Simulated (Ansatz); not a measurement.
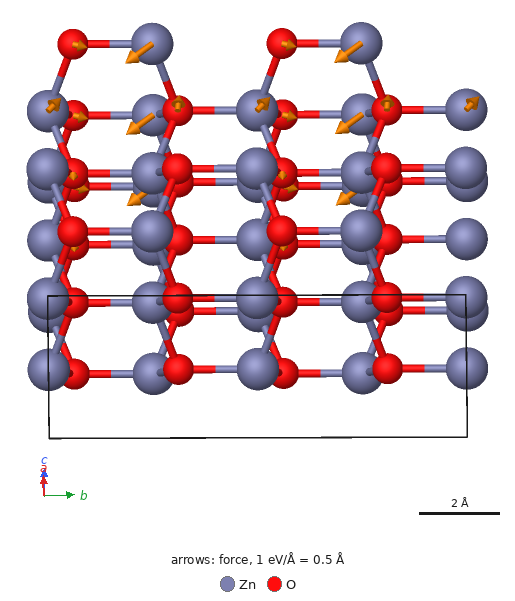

Starting geometry of a slab of composition ZnO (cut from the P6_3mc phase) with the computed forces as orange arrows. Style: ball-and-stick. Shown: the 1 × 2 repeat of the cell, outlined in the plane, without the vacuum (origin shifted), from a free direction.

Case: clean slab, lower planes held. The slab is the (1 0 0) face of ZnO. 12 atoms are held fixed.

Computed with Ansatz 0.2.0, DFT PBE, scalar-relativistic, plane waves, PAW. Settings: plane-wave cutoff 420 eV; k-point mesh 3 × 3 × 1; occupations gaussian; smearing width 0.05 eV; no spin polarisation; dipole correction; atoms relaxed in a fixed cell; force threshold 0.03 eV/Å; at most 70 steps.

Is this structure relaxed? If not, where do the atoms go?

It isn't relaxed: the largest force vector, on Zn atoms, is 1.82 eV/Å. The final displacements follow the starting forces only in part (cosine between the two patterns 0.71). Over 5 geometry steps the energy falls by 0.755 eV per cell of the calculation. The largest force component goes from 1.4 to 0.023 eV/Å. The largest moves, 0.42 Å, are those of Zn atoms. By element the largest moves are Zn 0.42 Å, O 0.07 Å. The cell doesn't change. Near-neighbour distances that change, for instance: O–Zn 2.007 → 1.863 Å, O–Zn 1.999 → 2.103 Å, O–Zn 1.999 → 1.931 Å, O–Zn 1.999 → 2.061 Å. Among the angles between lasting bonds that change: Zn–O–Zn 110.3° → 99.0°, O–Zn–O 108.7° → 118.6°, Zn–O–Zn 108.7° → 114.7°. The run took 2.1 min on 4 threads of Arm Neoverse V1, with other jobs on the host, peak memory 1.9 GiB.
